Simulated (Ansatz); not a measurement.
**Run report: Ti$_{3}$Al, geometry relaxation (part 3 of 3)**

Continued. System: Ti$_{3}$Al (P1, 24 atoms in the cell). Method: DFT PBE, scalar-relativistic, plane waves, PAW, no spin polarisation (Ansatz 0.2.0); cutoff 420 eV, 2×2×2 k-mesh, Gaussian smearing of 0.1 eV. The structure was made by swapping elements on the sites of another compound; it need not be a known phase. It belongs to a series of runs on one base structure; here: 1 Al and 1 Ti atoms exchanged at random in the cell repeated 3 times.

Geometry of the input (Å; fractional positions):
```
-5.7553  0.0000  -4.6543
2.8777  4.9842  -4.6543
2.8777  -4.9842  -4.6543
Ti 0.0857  0.9170  0.7469
Ti 0.7544  0.5836  0.4055
Ti 0.4184  0.2496  0.0801
Ti 0.2575  0.9123  0.0840
Ti 0.9215  0.5798  0.7481
Ti 0.5922  0.2473  0.4198
Ti 0.2525  0.0826  0.4155
Ti 0.9169  0.7492  0.0913
Ti 0.5854  0.4148  0.7537
Ti 0.5858  0.7448  0.9166
Ti 0.2468  0.4206  0.5904
Al 0.9163  0.0827  0.2522
Ti 0.4129  0.7506  0.5863
Ti 0.0796  0.4208  0.2502
Ti 0.7496  0.0901  0.9189
Ti 0.4196  0.5847  0.2451
Ti 0.0804  0.2504  0.9156
Ti 0.7506  0.9209  0.5754
Al 0.5802  0.9175  0.2539
Al 0.2479  0.5817  0.9162
Ti 0.9181  0.2494  0.5793
Al 0.0867  0.7500  0.4178
Al 0.7476  0.4150  0.0852
Al 0.4108  0.0831  0.7535
```

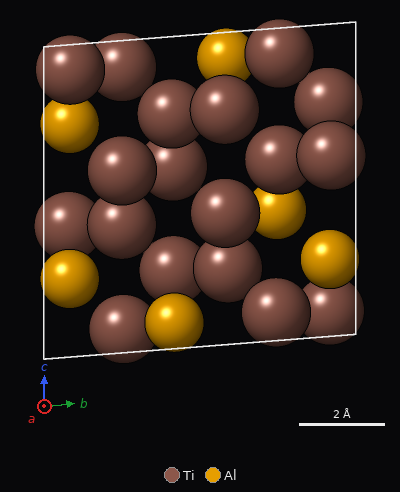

**Figure 1.** The geometry at step 4 of the log (spheres-only view of the cell of the calculation, along the a axis).

## Output, continued
```
--- Relaxed structure (5 steps of the walk, 5 accepted, 1 SCFs on fresh bases) ---
  F+E_penalty+E_count = -48224.90877409 eV   max|allowed force component| = 2.073e-2 eV/Å   (the final SCF, on the basis selected at the relaxed cell)
  cell:  # Å, volume = 402.8500 Å³
    - [-5.7482092368336515, -0.02590520811692601, -4.65333536835427]
    - [2.8947283768982173, 5.019341769251737, -4.651096211993074]
    - [2.8602202808888713, -5.011382409924245, -4.663908153317259]
  atoms:
    - { symbol: Ti, position: [0.08947072824422725, 0.912481229873355, 0.751483816594004] }
    - { symbol: Ti, position: [0.7487795853831519, 0.5812406996867807, 0.4223158886819887] }
    - { symbol: Ti, position: [0.4165724632886766, 0.25515262804067607, 0.0769904648646981] }
    - { symbol: Ti, position: [0.253385519745099, 0.9167453491394763, 0.08273337099074807] }
    - { symbol: Ti, position: [0.9198621580411215, 0.579472851354882, 0.7520184498994442] }
    - { symbol: Ti, position: [0.5888984005960398, 0.2490043978275161, 0.41049163166832736] }
    - { symbol: Ti, position: [0.24880415869412026, 0.07992737775027933, 0.4198563075994286] }
    - { symbol: Ti, position: [0.9156082069460216, 0.7440506241518087, 0.09018943993778428] }
    - { symbol: Ti, position: [0.5840591093736418, 0.41065557647840195, 0.7536826244212707] }
    - { symbol: Ti, position: [0.5828305542178235, 0.7547877740873908, 0.9178916378584144] }
    - { symbol: Ti, position: [0.250696325423613, 0.41425111088492894, 0.583816824240138] }
    - { symbol: Al, position: [0.9198058074286168, 0.08219952971250766, 0.2496087822080415] }
    - { symbol: Ti, position: [0.41413156863103573, 0.7555062837076675, 0.5801124751545483] }
    - { symbol: Ti, position: [0.07824145852018571, 0.41634107947921406, 0.2523253628096126] }
    - { symbol: Ti, position: [0.7462610020742668, 0.08482743190108821, 0.9205998892654437] }
    - { symbol: Ti, position: [0.4174967763345661, 0.5897065041888583, 0.24430055205965037] }
    - { symbol: Ti, position: [0.08555941183038984, 0.2498932144715678, 0.9148870307030864] }
    - { symbol: Ti, position: [0.7551224415242653, 0.9213559672413261, 0.5791824618933785] }
    - { symbol: Al, position: [0.5842139941323302, 0.9167141358815664, 0.24832552512769396] }
    - { symbol: Al, position: [0.2504416957182817, 0.5852920754804832, 0.9183070229637055] }
    - { symbol: Ti, position: [0.9159663594921625, 0.25044382187262004, 0.5839912718944242] }
    - { symbol: Al, position: [0.08340212842650402, 0.747153383566404, 0.41809340852161736] }
    - { symbol: Al, position: [0.7481348510997171, 0.4185034905045395, 0.08343870282449606] }
    - { symbol: Al, position: [0.41982217533414096, 0.08300416331666022, 0.7468197019180514] }
```

## Trajectory as extended XYZ (Å, eV, eV/Å), 6 frames, from step=1 to step=6
```
24
Lattice="-5.7553 0.0000 -4.6543 2.8777 4.9842 -4.6543 2.8777 -4.9842 -4.6543" Properties=species:S:1:pos:R:3:forces:R:3 step=1 energy=-48224.68863 pressure_GPa=0.76
Ti    4.2946    0.8478   -8.1433   -0.0233  -0.2620   0.0283
Ti   -1.4953    0.8879   -8.1148    0.4524  -0.4575  -0.3354
Ti   -1.4594    0.8451   -3.4822    0.0559   0.2207  -0.0221
Ti    1.3850    4.1284   -5.8356    0.1828   0.1604   0.2141
Ti   -1.4821   -0.8388  -10.4695    0.2061  -0.0653   0.0173
Ti   -1.4889   -0.8596   -5.8611    0.1979   0.3165   0.1300
Ti   -0.0198   -1.6591   -3.4931    0.1527  -0.0775  -0.0893
Ti   -2.8587    3.2791   -8.1795   -0.1121   0.0927   0.2673
Ti   -0.0064   -1.6893   -8.1633   -0.0111  -0.1122   0.1476
Ti    1.4093   -0.8563  -10.4596    0.4393   0.1708  -0.5483
Ti    1.4891   -0.8462   -5.8543   -0.4409  -0.0601   0.3982
Al   -4.3100   -0.8448   -5.8239   -0.2331   0.1241  -0.0614
Ti    1.4710    0.8188   -8.1445   -0.1212   0.3748  -0.0622
Ti    1.4728    0.8504   -3.4941   -0.0021  -0.0489   0.0297
Ti   -1.4106   -4.1307   -8.1851    0.0104  -0.1949   0.4888
Ti   -0.0270    1.6925   -5.8146    0.1138  -0.0523   0.0277
Ti    2.8926   -3.3159   -5.8014   -0.1574  -0.1694  -0.1627
Ti   -0.0143    1.7218  -10.4577   -0.0647  -0.3183  -0.1757
Al    0.0315    3.3079   -8.1527   -0.3197   0.2335   0.1686
Al    2.8834   -1.6671   -8.1257    0.0454  -0.0639  -0.3073
Ti   -2.8992   -1.6442   -8.1298    0.0805  -0.1300  -0.1208
Al    2.8617    1.6558   -5.8390    0.0598   0.0247   0.0638
Al   -2.8632    1.6440   -5.8081   -0.0939   0.1462  -0.0192
Al    0.0432   -3.3412   -5.8055   -0.4174   0.1479  -0.0770
24
Lattice="-5.7574 -0.0510 -4.6458 2.9159 4.9963 -4.6371 2.8652 -5.0106 -4.6837" Properties=species:S:1:pos:R:3:forces:R:3 step=2 energy=-48224.75086 pressure_GPa=0.14
Ti    4.2855    0.7580   -8.1518   -0.0162   0.2691  -0.0547
Ti   -1.3662    0.7362   -8.1787   -0.2646   0.1179   0.2168
Ti   -1.4387    0.8895   -3.4723   -0.0004  -0.1598   0.0053
Ti    1.4769    4.1783   -5.7845   -0.1787  -0.2604  -0.2973
Ti   -1.4491   -0.9616  -10.4858   -0.1053   0.1870   0.0509
Ti   -1.4863   -0.8215   -5.8287   -0.1514  -0.1872   0.1032
Ti   -0.0038   -1.6934   -3.4993   -0.0580  -0.0276   0.1028
Ti   -2.8358    3.2018   -8.1016   -0.0013   0.1210  -0.2596
Ti    0.0196   -1.7446   -8.1637   -0.0791   0.0185   0.0231
Ti    1.5401   -0.8494  -10.5799   -0.5055  -0.0934   0.7986
Ti    1.4092   -0.8839   -5.7906    0.2739   0.0657  -0.2970
Al   -4.3591   -0.8728   -5.8249    0.2273  -0.1435   0.0410
Ti    1.4558    0.8794   -8.1545    0.2302  -0.2571   0.1023
Ti    1.5245    0.8181   -3.4778   -0.1370  -0.0550   0.0335
Ti   -1.4260   -4.2257   -8.1231    0.0173   0.1968  -0.5699
Ti    0.0387    1.6872   -5.8125   -0.0868   0.1639  -0.0759
Ti    2.8284   -3.3791   -5.8501    0.1474   0.2580   0.1154
Ti   -0.0199    1.6464  -10.4921    0.0414   0.0823   0.0275
Al    0.0072    3.3518   -8.1210    0.2557  -0.2999  -0.1996
Al    2.8830   -1.6933   -8.1919    0.0771   0.0226   0.1276
Ti   -2.8723   -1.7650   -8.1468   -0.0014   0.1661  -0.0452
Al    2.9028    1.6330   -5.8141   -0.0459  -0.0556  -0.0043
Al   -2.8482    1.6408   -5.8054    0.0622  -0.1226   0.0391
Al   -0.0829   -3.3288   -5.8311    0.2989  -0.0067   0.0161
24
Lattice="-5.7515 -0.0262 -4.6531 2.8961 5.0200 -4.6502 2.8589 -5.0079 -4.6602" Properties=species:S:1:pos:R:3:forces:R:3 step=3 energy=-48224.89801 pressure_GPa=0.02
Ti    4.2795    0.8295   -8.1611    0.0070  -0.0917  -0.0138
Ti   -1.4177    0.7945   -8.1430    0.0195  -0.0567  -0.0402
Ti   -1.4362    0.8789   -3.4843   -0.0089   0.0506  -0.0103
Ti    1.4301    4.1770   -5.8377    0.0194   0.0402   0.1209
Ti   -1.4703   -0.8724  -10.4753    0.0221  -0.0488  -0.0118
Ti   -1.4964   -0.8332   -5.8036    0.0126   0.0725  -0.1175
Ti   -0.0090   -1.7028   -3.4929    0.0610  -0.0307   0.0188
Ti   -2.8601    3.2679   -8.1410    0.0466  -0.0128   0.0080
Ti   -0.0101   -1.7240   -8.1444   -0.0377  -0.0255   0.0364
Ti    1.4464   -0.8280  -10.4846    0.1068   0.0332  -0.1789
Ti    1.4309   -0.8508   -5.8241   -0.0617  -0.0060   0.1005
Al   -4.3374   -0.8709   -5.8290   -0.0211   0.0302   0.0014
Ti    1.4754    0.8684   -8.1375   -0.0739   0.0956  -0.0387
Ti    1.4802    0.8261   -3.4831   -0.0067   0.0140   0.0478
Ti   -1.4118   -4.1954   -8.1657   -0.0050  -0.0736   0.1003
Ti    0.0068    1.7278   -5.8195   -0.0159  -0.0582   0.0010
Ti    2.8531   -3.3271   -5.8235   -0.0278  -0.0382  -0.0607
Ti   -0.0141    1.6941  -10.4942   -0.0060   0.0447   0.0296
Al    0.0019    3.3369   -8.1327   -0.0343   0.0486  -0.0246
Al    2.8800   -1.6660   -8.1639    0.0223  -0.0050  -0.0123
Ti   -2.8768   -1.6952   -8.1504    0.0219  -0.0006   0.0199
Al    2.8824    1.6571   -5.8083   -0.0057   0.0156  -0.0184
Al   -2.8543    1.6612   -5.8209    0.0118   0.0125   0.0328
Al   -0.0316   -3.3364   -5.8244   -0.0465  -0.0096   0.0100
24
Lattice="-5.7472 -0.0226 -4.6524 2.8921 5.0180 -4.6510 2.8628 -5.0127 -4.6633" Properties=species:S:1:pos:R:3:forces:R:3 step=4 energy=-48224.90748 pressure_GPa=0.03
Ti    4.2717    0.8084   -8.1640    0.0104   0.0208  -0.0077
Ti   -1.4179    0.7838   -8.1582    0.0107  -0.0025   0.0016
Ti   -1.4375    0.8903   -3.4808   -0.0019  -0.0247  -0.0144
Ti    1.4373    4.1794   -5.8274   -0.0101  -0.0014  -0.0153
Ti   -1.4522   -0.8827  -10.4845   -0.0065  -0.0013  -0.0010
Ti   -1.4883   -0.8175   -5.8184    0.0133  -0.0124   0.0439
Ti    0.0009   -1.7098   -3.4863   -0.0174  -0.0022  -0.0021
Ti   -2.8438    3.2598   -8.1408   -0.0346  -0.0056  -0.0022
Ti   -0.0141   -1.7331   -8.1395    0.0054   0.0209  -0.0076
Ti    1.4666   -0.8264  -10.5055   -0.0118  -0.0128   0.0441
Ti    1.4302   -0.8576   -5.8110    0.0039   0.0087  -0.0327
Al   -4.3299   -0.8596   -5.8324   -0.0030  -0.0054   0.0321
Ti    1.4586    0.8741   -8.1429    0.0256  -0.0274   0.0028
Ti    1.4724    0.8253   -3.4747    0.0168  -0.0106  -0.0155
Ti   -1.4127   -4.2074   -8.1554    0.0058   0.0071  -0.0288
Ti    0.0045    1.7265   -5.8260   -0.0044  -0.0055   0.0009
Ti    2.8519   -3.3354   -5.8311   -0.0070   0.0131   0.0405
Ti   -0.0165    1.7049  -10.4966   -0.0198   0.0044  -0.0219
Al    0.0044    3.3481   -8.1371    0.0148  -0.0167  -0.0312
Al    2.8845   -1.6749   -8.1659   -0.0115   0.0233  -0.0169
Ti   -2.8663   -1.6928   -8.1493   -0.0047  -0.0009  -0.0108
Al    2.8762    1.6495   -5.8170    0.0149   0.0033   0.0240
Al   -2.8487    1.6634   -5.8166   -0.0126   0.0188   0.0073
Al   -0.0388   -3.3377   -5.8218    0.0240   0.0089   0.0109
24
Lattice="-5.7482 -0.0259 -4.6533 2.8947 5.0193 -4.6511 2.8602 -5.0114 -4.6639" Properties=species:S:1:pos:R:3:forces:R:3 step=5 energy=-48224.90841 pressure_GPa=-0.01
Ti    4.2765    0.8118   -8.1652   -0.0059  -0.0003   0.0012
Ti   -1.4137    0.7817   -8.1574   -0.0048   0.0027   0.0020
Ti   -1.4357    0.8841   -3.4843   -0.0010   0.0110   0.0014
Ti    1.4339    4.1803   -5.8288    0.0002   0.0006  -0.0055
Ti   -1.4592   -0.8839  -10.4830    0.0037  -0.0014  -0.0115
Ti   -1.4902   -0.8225   -5.8130   -0.0024   0.0066  -0.0138
Ti    0.0021   -1.7093   -3.4877   -0.0028  -0.0063   0.0054
Ti   -2.8513    3.2590   -8.1419    0.0208  -0.0068   0.0039
Ti   -0.0129   -1.7309   -8.1429   -0.0053  -0.0039   0.0080
Ti    1.4600   -0.8265  -10.5037    0.0080  -0.0078  -0.0148
Ti    1.4279   -0.8530   -5.8162   -0.0018  -0.0055  -0.0012
Al   -4.3354   -0.8621   -5.8266    0.0099  -0.0069  -0.0088
Ti    1.4657    0.8743   -8.1466   -0.0043  -0.0017   0.0125
Ti    1.4772    0.8232   -3.4773   -0.0070   0.0071   0.0106
Ti   -1.4110   -4.2070   -8.1607    0.0023  -0.0023   0.0151
Ti    0.0059    1.7248   -5.8249   -0.0007  -0.0009  -0.0027
Ti    2.8483   -3.3328   -5.8274   -0.0002   0.0055  -0.0118
Ti   -0.0169    1.7025  -10.5004   -0.0043   0.0034   0.0042
Al    0.0057    3.3417   -8.1404   -0.0089   0.0104  -0.0001
Al    2.8812   -1.6707   -8.1705   -0.0014  -0.0049   0.0115
Ti   -2.8699   -1.6933   -8.1508    0.0042  -0.0013   0.0078
Al    2.8792    1.6528   -5.8131   -0.0002  -0.0012  -0.0069
Al   -2.8503    1.6631   -5.8170    0.0019   0.0024   0.0000
Al   -0.0369   -3.3368   -5.8227   -0.0001   0.0015  -0.0063
24
Lattice="-5.7482 -0.0259 -4.6533 2.8947 5.0193 -4.6511 2.8602 -5.0114 -4.6639" Properties=species:S:1:pos:R:3:forces:R:3 step=6 energy=-48224.90877 pressure_GPa=-0.01
Ti    4.2765    0.8118   -8.1652   -0.0059  -0.0003   0.0012
Ti   -1.4137    0.7817   -8.1574   -0.0048   0.0027   0.0020
Ti   -1.4357    0.8841   -3.4843   -0.0011   0.0110   0.0014
Ti    1.4339    4.1803   -5.8288    0.0003   0.0006  -0.0055
Ti   -1.4592   -0.8839  -10.4830    0.0037  -0.0014  -0.0115
Ti   -1.4902   -0.8225   -5.8130   -0.0024   0.0066  -0.0138
Ti    0.0021   -1.7093   -3.4877   -0.0028  -0.0063   0.0054
Ti   -2.8513    3.2590   -8.1419    0.0207  -0.0068   0.0039
Ti   -0.0129   -1.7309   -8.1429   -0.0053  -0.0039   0.0080
Ti    1.4600   -0.8265  -10.5037    0.0079  -0.0078  -0.0148
Ti    1.4279   -0.8530   -5.8162   -0.0017  -0.0055  -0.0012
Al   -4.3354   -0.8621   -5.8266    0.0099  -0.0069  -0.0088
Ti    1.4657    0.8743   -8.1466   -0.0043  -0.0017   0.0125
Ti    1.4772    0.8232   -3.4773   -0.0069   0.0071   0.0106
Ti   -1.4110   -4.2070   -8.1607    0.0023  -0.0022   0.0151
Ti    0.0059    1.7248   -5.8249   -0.0007  -0.0009  -0.0027
Ti    2.8483   -3.3328   -5.8274   -0.0002   0.0055  -0.0118
Ti   -0.0169    1.7025  -10.5004   -0.0043   0.0034   0.0042
Al    0.0057    3.3417   -8.1404   -0.0089   0.0104  -0.0001
Al    2.8812   -1.6707   -8.1705   -0.0014  -0.0049   0.0115
Ti   -2.8699   -1.6933   -8.1508    0.0042  -0.0013   0.0078
Al    2.8792    1.6528   -5.8131   -0.0001  -0.0011  -0.0069
Al   -2.8503    1.6631   -5.8170    0.0019   0.0023   0.0000
Al   -0.0369   -3.3368   -5.8227   -0.0001   0.0015  -0.0063
```

## Summary

```json
{"quantity": "outcome", "value": "converged"}
{"quantity": "space group (tolerance 0.01 Å)", "value": "P1 (1)"}
{"quantity": "electrons treated", "value": "234"}
{"quantity": "free energy", "value": "−48224.9088 eV"}
{"quantity": "Fermi energy", "value": "12.125 eV"}
{"quantity": "gap on the k-point mesh", "value": "none (metallic)"}
{"quantity": "pressure", "value": "−0.01 GPa"}
{"quantity": "final volume", "value": "402.85 Å³"}
{"quantity": "largest force (length of the vector) at the end", "value": "0.022 eV/Å"}
{"quantity": "final cell", "value": "a = 7.396 Å, b = 7.430 Å, c = 7.419 Å, α = 84.99°, β = 84.36°, γ = 84.91°"}
{"quantity": "hardware", "value": "4 threads of Arm Neoverse V1, 24 GiB of memory available, shared host"}
{"quantity": "wall time", "value": "78 s (CPU time 5.1 min)"}
{"quantity": "peak memory", "value": "1.3 GiB"}
```
